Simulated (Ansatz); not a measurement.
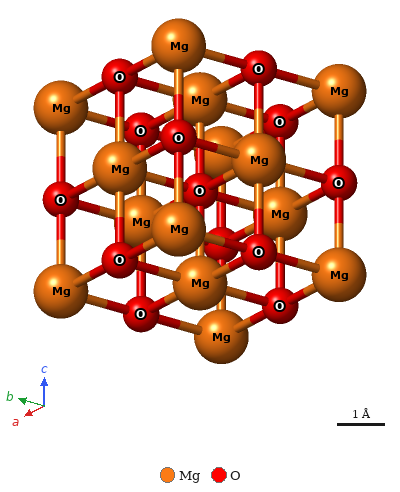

*The starting structure (ball-and-stick view of the cell 4 times as large as that of the calculation, set on its symmetry axes, seen at an oblique angle).*

Near neighbours in the crystal (not all of them lie inside the picture): Mg has 6 O at 2.14 Å; O has 6 Mg at 2.14 Å.

# Run report: MgO, geometry relaxation (part 1 of 2)

The run: geometry relaxation of MgO (Fm-3m, 2 atoms in the cell). Method and program: DFT PBEsol, scalar-relativistic, plane waves, PAW, no spin polarisation (Ansatz 0.2.0).

The structure derives from an entry of the Crystallography Open Database.

### The input
```yaml
crystal:
  lattice:
    - [0.0, 2.13515, 2.13515]
    - [2.13515, 0.0, 2.13515]
    - [2.13515, 2.13515, 0.0]
  atoms:
    - { symbol: Mg, position: [0.0, 0.0, 0.0] }
    - { symbol: O, position: [0.5, 0.5, 0.5] }
basis:
  ecutwfc: 420
kpoints:
  mp_grid: { grid: [10, 10, 10] }
hamiltonian:
  xc: pbesol
scf:
  occupations: { method: gaussian, width: 0.02 }
output:
  forces: true
  stress: true
  eigenvalues: true
  write_density: true
  write_potential: true
  elf: true
  volumetric_format: npy
relax:
  adjacent_minimum: "off"
  f_tol: 0.005
  max_steps: 80
  cell: { stress_tol: 0.05 }
```

Launch command:
```bash
ansatz run input.yaml --threads 1 --pin off --max-ram 3072MiB --backend cpu --events-out ev --progress --plain --runs-dir out
```

### Log
```
Engine: ansatz 0.2.0, x86_64-unknown-linux-gnu
Pseudopotentials: kind: paw
Pseudopotential: Mg, paw, valence charge 10, recommended cutoff 420 eV (normal), Mg.paw.azcp
Pseudopotential: O, paw, valence charge 6, recommended cutoff 420 eV (normal), O.paw.azcp
Functional definition: PBEsol
  exchange = pbesol_x
  correlation = pbesol_c
Crystal: 2 atoms, lattice volume = 19.468 Å³
Basis set: ecut = 420 eV, 339 PW (Γ), exchange–correlation on 48×48×48 points (8 copies of the dense FFT grid, shifted against one another)
Bands: 12, of which v1, the nominal top of the filled ones, is band 8 counted from 1 (7 counted from 0)
Symmetry: 48 space group operations
Space group: Fm-3m (ITA 225), of the structure as read, at distance tolerance 2.7e-5 Å
k-points: 47 of 1000
Non-local potential: Mg, projectors of the file, l = 0: 3, l = 1: 2, l = 2: 1
Non-local potential: O, projectors of the file, l = 0: 2, l = 1: 2, l = 2: 1
PAW form: soft (Blöchl's): semilocal exchange-correlation on the pseudo side does not see the compensation charge
PAW frozen core: Mg, regenerated for the run's functional, and the local potential with it (the file was generated under x = pbe(κ = 0.804, μ = 0.2195149727645171), c = pbe(β = 0.06672455060314922))
PAW frozen core: O, regenerated for the run's functional, and the local potential with it (the file was generated under x = pbe(κ = 0.804, μ = 0.2195149727645171), c = pbe(β = 0.06672455060314922))
PAW one-centre angular grid: Mg, 110 points (default); XC on 64 Gauss nodes
PAW one-centre angular grid: O, 110 points (default); XC on 64 Gauss nodes
Initial density: superposition of atomic densities (neutral atoms: chi_scale 0, normalization atom), corrected by the library's trained network
Initial wavefunctions: pseudopotential atomic-orbital guess
Functional: x = pbesol(κ = 0.804, μ = 0.12345679012345678), c = pbesol(β = 0.046)
SCF iter   1: F=—  HF=-2475.865924 eV  |F-HF|=—  |Δ(HF+E_count)|=         —  Δρ=1.39e-2  dr2=3.01e-2  ethr=1.77e-3  ⟨swp⟩=6.0  Hψ=3304  notcnv=0
preconditioner: auto → none  [insulator: Δε(μ)=4.123 eV  Ē_g=17.828 eV  σ=0.020 eV  W_gap=1.00  n_scr=8 (ndim 8)  ℏωp=23.8 eV  f_vac=0.000  D(μ)=0.00/eV (n_scr^D=0)  ε∞_Penn≈2.8]
SCF iter   2: F=—  HF=-2475.858050 eV  |F-HF|=—  |Δ(HF+E_count)|=   7.87e-3  Δρ=4.05e-3  dr2=3.15e-3  ethr=1.88e-4  ⟨swp⟩=2.0  Hψ=1110  notcnv=0
SCF iter   3: F=—  HF=-2475.857297 eV  |F-HF|=—  |Δ(HF+E_count)|=   7.52e-4  Δρ=6.37e-4  dr2=4.09e-5  ethr=1.97e-5  ⟨swp⟩=2.0  Hψ=887  notcnv=0
SCF iter   4: F=—  HF=-2475.857289 eV  |F-HF|=—  |Δ(HF+E_count)|=   8.56e-6  Δρ=1.36e-4  dr2=1.62e-6  ethr=2.56e-7  ⟨swp⟩=2.6  Hψ=862  notcnv=0
SCF iter   5: F=—  HF=-2475.857288 eV  |F-HF|=—  |Δ(HF+E_count)|=   1.10e-6  Δρ=4.70e-5  dr2=1.96e-7  ethr=1.01e-8  ⟨swp⟩=2.5  Hψ=864  notcnv=0
SCF iter   6: F=-2475.857287 eV  HF=-2475.857287 eV  |F-HF|=6.27e-10  |Δ(HF+E_count)|=   9.29e-8  Δρ=4.22e-6  dr2=1.85e-9  ethr=6.25e-10  ⟨swp⟩=8.8  Hψ=3809  notcnv=0
SCF 1 converged in 6 iterations: F = -2475.857287 eV  dr2 = 1.85e-9
  greatest PAW one-centre occupation: 1.000 electrons in one spin orbital (limit 2), on the Mg atom at site 0 (counted from 0), in its partial waves of l = 0
relax step   1: F+E_penalty+E_count = -2475.85728748 eV  Δ(F+E_penalty+E_count) = +0.000e0 eV  max|allowed force component| = 5.522e-29 eV/Å  Δτ_max = 0.0000 Å  P = -5.759 GPa  Ω = 19.468 Å³  (6 SCF iters, dr2 threshold 1.00e-7 eV, accepted)
Crystal: 2 atoms, lattice volume = 19.130 Å³
Initial density: handed on by an earlier stage of this run
Initial wavefunctions: those handed on with the density
iter 1 solved again at ethr=2.29e-6 eV; its pass at ethr=3.10e-3 eV (dr2=3.67e-4 eV) is discarded
SCF iter   1: F=—  HF=-2475.868263 eV  |F-HF|=—  |Δ(HF+E_count)|=         —  Δρ=1.58e-3  dr2=3.68e-4  ethr=2.29e-6  ⟨swp⟩=2.1  Hψ=4016  notcnv=0
preconditioner: auto → none  [insulator: Δε(μ)=4.416 eV  Ē_g=18.138 eV  σ=0.020 eV  W_gap=1.00  n_scr=8 (ndim 8)  ℏωp=24.0 eV  f_vac=0.000  D(μ)=0.00/eV (n_scr^D=0)  ε∞_Penn≈2.8]
SCF iter   2: F=—  HF=-2475.868180 eV  |F-HF|=—  |Δ(HF+E_count)|=   8.38e-5  Δρ=5.47e-4  dr2=4.56e-5  ethr=2.29e-6  ⟨swp⟩=2.7  Hψ=849  notcnv=0
SCF iter   3: F=—  HF=-2475.868176 eV  |F-HF|=—  |Δ(HF+E_count)|=   3.70e-6  Δρ=1.01e-4  dr2=1.12e-6  ethr=2.85e-7  ⟨swp⟩=2.1  Hψ=708  notcnv=0
iter 4 did not close the SCF: its close was put off for the readings that it lacked (scf_convergence_deferred on its scf_iter line)
SCF iter   4: F=-2475.868176 eV  HF=-2475.868176 eV  |F-HF|=1.96e-9  |Δ(HF+E_count)|=   5.06e-7  Δρ=8.06e-6  dr2=8.24e-9  ethr=6.98e-9  ⟨swp⟩=2.6  Hψ=832  notcnv=0
iter 5 did not close the SCF: its close was put off for the readings that it lacked (scf_convergence_deferred on its scf_iter line)
SCF iter   5: F=-2475.868176 eV  HF=-2475.868176 eV  |F-HF|=8.46e-11  |Δ(HF+E_count)|=  1.73e-11  Δρ=7.63e-7  dr2=6.69e-11  ethr=5.15e-11  ⟨swp⟩=2.3  Hψ=930  notcnv=0
SCF iter   6: F=-2475.868176 eV  HF=-2475.868176 eV  |F-HF|=9.09e-13  |Δ(HF+E_count)|=  3.82e-11  Δρ=1.07e-7  dr2=8.84e-13  ethr=1.00e-12  ⟨swp⟩=3.8  Hψ=2642  notcnv=0
SCF 2 converged in 6 iterations: F = -2475.868176 eV  dr2 = 8.84e-13
relax step   2: F+E_penalty+E_count = -2475.86817640 eV  Δ(F+E_penalty+E_count) = -1.089e-2 eV  max|allowed force component| = 6.377e-30 eV/Å  Δτ_max = 0.0000 Å  P = -3.211 GPa  Ω = 19.130 Å³  energy of the carried Pulay correction = +1.405e-3 eV  (6 SCF iters, dr2 threshold 2.00e-7 eV, accepted)
Crystal: 2 atoms, lattice volume = 18.721 Å³
iter 1 solved again at ethr=3.59e-6 eV; its pass at ethr=3.10e-3 eV (dr2=5.74e-4 eV) is discarded
SCF iter   1: F=—  HF=-2475.874005 eV  |F-HF|=—  |Δ(HF+E_count)|=         —  Δρ=2.05e-3  dr2=6.06e-4  ethr=3.59e-6  ⟨swp⟩=1.1  Hψ=4068  notcnv=0
preconditioner: auto → none  [insulator: Δε(μ)=4.623 eV  Ē_g=18.385 eV  σ=0.020 eV  W_gap=1.00  n_scr=8 (ndim 8)  ℏωp=24.3 eV  f_vac=0.000  D(μ)=0.00/eV (n_scr^D=0)  ε∞_Penn≈2.7]
SCF iter   2: F=—  HF=-2475.873864 eV  |F-HF|=—  |Δ(HF+E_count)|=   1.40e-4  Δρ=6.95e-4  dr2=7.28e-5  ethr=3.59e-6  ⟨swp⟩=2.6  Hψ=792  notcnv=0
SCF iter   3: F=—  HF=-2475.873860 eV  |F-HF|=—  |Δ(HF+E_count)|=   4.00e-6  Δρ=1.28e-4  dr2=1.72e-6  ethr=4.55e-7  ⟨swp⟩=2.0  Hψ=711  notcnv=0
iter 4 did not close the SCF: its close was put off for the readings that it lacked (scf_convergence_deferred on its scf_iter line)
SCF iter   4: F=-2475.873861 eV  HF=-2475.873861 eV  |F-HF|=3.13e-9  |Δ(HF+E_count)|=   8.16e-7  Δρ=8.41e-6  dr2=1.22e-8  ethr=1.07e-8  ⟨swp⟩=2.4  Hψ=725  notcnv=0
iter 5 did not close the SCF: its close was put off for the readings that it lacked (scf_convergence_deferred on its scf_iter line)
SCF iter   5: F=-2475.873861 eV  HF=-2475.873861 eV  |F-HF|=1.20e-10  |Δ(HF+E_count)|=   1.05e-9  Δρ=1.91e-6  dr2=2.68e-10  ethr=7.61e-11  ⟨swp⟩=2.3  Hψ=747  notcnv=0
SCF iter   6: F=-2475.873861 eV  HF=-2475.873861 eV  |F-HF|=4.55e-13  |Δ(HF+E_count)|=  3.27e-11  Δρ=9.63e-8  dr2=4.73e-13  ethr=1.68e-12  ⟨swp⟩=4.0  Hψ=2573  notcnv=0
SCF 3 converged in 6 iterations: F = -2475.873861 eV  dr2 = 4.73e-13
relax step   3: F+E_penalty+E_count = -2475.87386130 eV  Δ(F+E_penalty+E_count) = -5.685e-3 eV  max|allowed force component| = 3.865e-29 eV/Å  Δτ_max = 0.0000 Å  P = +0.175 GPa  Ω = 18.721 Å³  energy of the carried Pulay correction = +3.142e-3 eV  (6 SCF iters, dr2 threshold 2.00e-7 eV, accepted)
Crystal: 2 atoms, lattice volume = 18.742 Å³
iter 1 solved again at ethr=1.10e-8 eV; its pass at ethr=3.10e-3 eV (dr2=1.75e-6 eV) is discarded
SCF iter   1: F=—  HF=-2475.873786 eV  |F-HF|=—  |Δ(HF+E_count)|=         —  Δρ=1.07e-4  dr2=1.68e-6  ethr=1.10e-8  ⟨swp⟩=2.2  Hψ=3856  notcnv=0
preconditioner: auto → none  [insulator: Δε(μ)=4.602 eV  Ē_g=18.363 eV  σ=0.020 eV  W_gap=1.00  n_scr=8 (ndim 8)  ℏωp=24.3 eV  f_vac=0.000  D(μ)=0.00/eV (n_scr^D=0)  ε∞_Penn≈2.7]
SCF iter   2: F=—  HF=-2475.873784 eV  |F-HF|=—  |Δ(HF+E_count)|=   2.47e-6  Δρ=3.65e-5  dr2=2.05e-7  ethr=1.05e-8  ⟨swp⟩=2.6  Hψ=806  notcnv=0
iter 3 did not close the SCF: its close was put off for the readings that it lacked (scf_convergence_deferred on its scf_iter line)
SCF iter   3: F=-2475.873784 eV  HF=-2475.873784 eV  |F-HF|=1.66e-9  |Δ(HF+E_count)|=   4.58e-9  Δρ=6.58e-6  dr2=4.56e-9  ethr=1.28e-9  ⟨swp⟩=2.0  Hψ=716  notcnv=0
iter 4 did not close the SCF: its close was put off for the readings that it lacked (scf_convergence_deferred on its scf_iter line)
SCF iter   4: F=-2475.873784 eV  HF=-2475.873784 eV  |F-HF|=2.18e-11  |Δ(HF+E_count)|=   2.22e-9  Δρ=5.09e-7  dr2=5.22e-11  ethr=2.85e-11  ⟨swp⟩=2.4  Hψ=744  notcnv=0
iter 5 did not close the SCF: its close was put off for the readings that it lacked (scf_convergence_deferred on its scf_iter line)
SCF iter   5: F=-2475.873784 eV  HF=-2475.873784 eV  |F-HF|=0.00e0  |Δ(HF+E_count)|=  4.55e-13  Δρ=1.35e-7  dr2=1.22e-12  ethr=1.00e-12  ⟨swp⟩=1.3  Hψ=590  notcnv=0
SCF iter   6: F=-2475.873784 eV  HF=-2475.873784 eV  |F-HF|=0.00e0  |Δ(HF+E_count)|=    0.00e0  Δρ=8.22e-9  dr2=5.77e-15  ethr=1.00e-12  ⟨swp⟩=3.7  Hψ=2138  notcnv=0
SCF 4 converged in 6 iterations: F = -2475.873784 eV  dr2 = 5.77e-15
relax step   4: F+E_penalty+E_count = -2475.87378356 eV  Δ(F+E_penalty+E_count) = +7.774e-5 eV  max|allowed force component| = 2.682e-29 eV/Å  Δτ_max = 0.0000 Å  P = -0.005 GPa  Ω = 18.742 Å³  energy of the carried Pulay correction = +3.053e-3 eV  (6 SCF iters, accepted)
Basis set: ecut = 420 eV, 339 PW (Γ), exchange–correlation on 40×40×40 points (8 copies of the dense FFT grid, shifted against one another)
Initial wavefunctions: pseudopotential atomic-orbital guess (no wavefunctions were taken with the density)
iter 1 solved again at ethr=5.46e-8 eV; its pass at ethr=3.10e-3 eV (dr2=8.73e-6 eV) is discarded
SCF iter   1: F=—  HF=-2475.871424 eV  |F-HF|=—  |Δ(HF+E_count)|=         —  Δρ=3.02e-4  dr2=2.47e-6  ethr=5.46e-8  ⟨swp⟩=3.3  Hψ=4850  notcnv=0
preconditioner: auto → none  [insulator: Δε(μ)=4.603 eV  Ē_g=18.363 eV  σ=0.020 eV  W_gap=1.00  n_scr=8 (ndim 8)  ℏωp=24.3 eV  f_vac=0.000  D(μ)=0.00/eV (n_scr^D=0)  ε∞_Penn≈2.7]
SCF iter   2: F=—  HF=-2475.871412 eV  |F-HF|=—  |Δ(HF+E_count)|=   1.19e-5  Δρ=1.37e-4  dr2=4.09e-7  ethr=1.55e-8  ⟨swp⟩=2.0  Hψ=692  notcnv=0
SCF iter   3: F=—  HF=-2475.871413 eV  |F-HF|=—  |Δ(HF+E_count)|=   7.88e-7  Δρ=1.86e-5  dr2=7.55e-9  ethr=2.55e-9  ⟨swp⟩=2.0  Hψ=752  notcnv=0
SCF iter   4: F=—  HF=-2475.871413 eV  |F-HF|=—  |Δ(HF+E_count)|=   2.05e-8  Δρ=1.10e-6  dr2=8.85e-11  ethr=4.72e-11  ⟨swp⟩=2.0  Hψ=752  notcnv=0
iter 5 did not close the SCF: its close was put off for the readings that it lacked (scf_convergence_deferred on its scf_iter line)
SCF iter   5: F=-2475.871413 eV  HF=-2475.871413 eV  |F-HF|=5.00e-12  |Δ(HF+E_count)|=  6.55e-11  Δρ=2.46e-7  dr2=5.26e-12  ethr=1.00e-12  ⟨swp⟩=2.0  Hψ=705  notcnv=0
SCF iter   6: F=-2475.871413 eV  HF=-2475.871413 eV  |F-HF|=4.55e-13  |Δ(HF+E_count)|=  1.36e-12  Δρ=1.97e-8  dr2=3.05e-14  ethr=1.00e-12  ⟨swp⟩=4.0  Hψ=2237  notcnv=0
SCF 5 converged in 6 iterations: F = -2475.871413 eV  dr2 = 3.05e-14
relax step   5: F+E_penalty+E_count = -2475.87141304 eV  Δ(F+E_penalty+E_count) = +2.371e-3 eV  max|allowed force component| = 3.412e-29 eV/Å  Δτ_max = 0.0000 Å  P = -0.272 GPa  Ω = 18.742 Å³  stress off target by 2.72e-1 GPa  SCF on the basis re-selected at this cell (its energy is not comparable with the rows above)  (6 SCF iters)
basis re-selected at this cell: Δ(F+E_penalty+E_count) = +2.371e-3 eV, ΔP = -0.267 GPa vs the last step (what re-selecting the basis moved, of the pressure what is left beyond the Pulay correction that the steps carried, after the strain that the cell walked since its last selection, with what the two solves' SCF thresholds leave and, on support functions, any second-order correction that the steps lacked; it is no measure of the basis error at this ecutwfc). The dense FFT grid was sized anew with the basis: this SCF ran on 20×20×20 points, the steps before it on 24×24×24, so part of this shift can come from that change (see relax.cell in the input reference). This SCF's stress stands 2.72e-1 GPa from its target on what of the cell is left free (relax.cell.stress_tol is 5.00e-2 GPa) and its largest allowed force component is 3.41e-29 eV/Å (relax.f_tol is 5.00e-3 eV/Å): not within both, so this SCF does not close the relaxation
Crystal: 2 atoms, lattice volume = 18.711 Å³
iter 1 solved again at ethr=2.52e-8 eV; its pass at ethr=3.10e-3 eV (dr2=4.03e-6 eV) is discarded
SCF iter   1: F=—  HF=-2475.871582 eV  |F-HF|=—  |Δ(HF+E_count)|=         —  Δρ=1.64e-4  dr2=3.89e-6  ethr=2.52e-8  ⟨swp⟩=2.1  Hψ=3852  notcnv=0
preconditioner: auto → none  [insulator: Δε(μ)=4.620 eV  Ē_g=18.383 eV  σ=0.020 eV  W_gap=1.00  n_scr=8 (ndim 8)  ℏωp=24.3 eV  f_vac=0.000  D(μ)=0.00/eV (n_scr^D=0)  ε∞_Penn≈2.7]
SCF iter   2: F=—  HF=-2475.871568 eV  |F-HF|=—  |Δ(HF+E_count)|=   1.48e-5  Δρ=5.57e-5  dr2=4.69e-7  ethr=2.43e-8  ⟨swp⟩=2.6  Hψ=845  notcnv=0
iter 3 did not close the SCF: its close was put off for the readings that it lacked (scf_convergence_deferred on its scf_iter line)
SCF iter   3: F=-2475.871568 eV  HF=-2475.871568 eV  |F-HF|=4.10e-9  |Δ(HF+E_count)|=   8.32e-9  Δρ=1.02e-5  dr2=1.06e-8  ethr=2.93e-9  ⟨swp⟩=2.0  Hψ=722  notcnv=0
iter 4 did not close the SCF: its close was put off for the readings that it lacked (scf_convergence_deferred on its scf_iter line)
SCF iter   4: F=-2475.871568 eV  HF=-2475.871568 eV  |F-HF|=5.68e-11  |Δ(HF+E_count)|=   5.22e-9  Δρ=8.07e-7  dr2=1.33e-10  ethr=6.61e-11  ⟨swp⟩=2.3  Hψ=730  notcnv=0
iter 5 did not close the SCF: its close was put off for the readings that it lacked (scf_convergence_deferred on its scf_iter line)
SCF iter   5: F=-2475.871568 eV  HF=-2475.871568 eV  |F-HF|=4.55e-13  |Δ(HF+E_count)|=  9.09e-13  Δρ=2.04e-7  dr2=2.80e-12  ethr=1.00e-12  ⟨swp⟩=2.2  Hψ=692  notcnv=0
SCF iter   6: F=-2475.871568 eV  HF=-2475.871568 eV  |F-HF|=4.55e-13  |Δ(HF+E_count)|=  4.55e-13  Δρ=9.54e-9  dr2=7.56e-15  ethr=1.00e-12  ⟨swp⟩=3.7  Hψ=2116  notcnv=0
SCF 6 converged in 6 iterations: F = -2475.871568 eV  dr2 = 7.56e-15
```
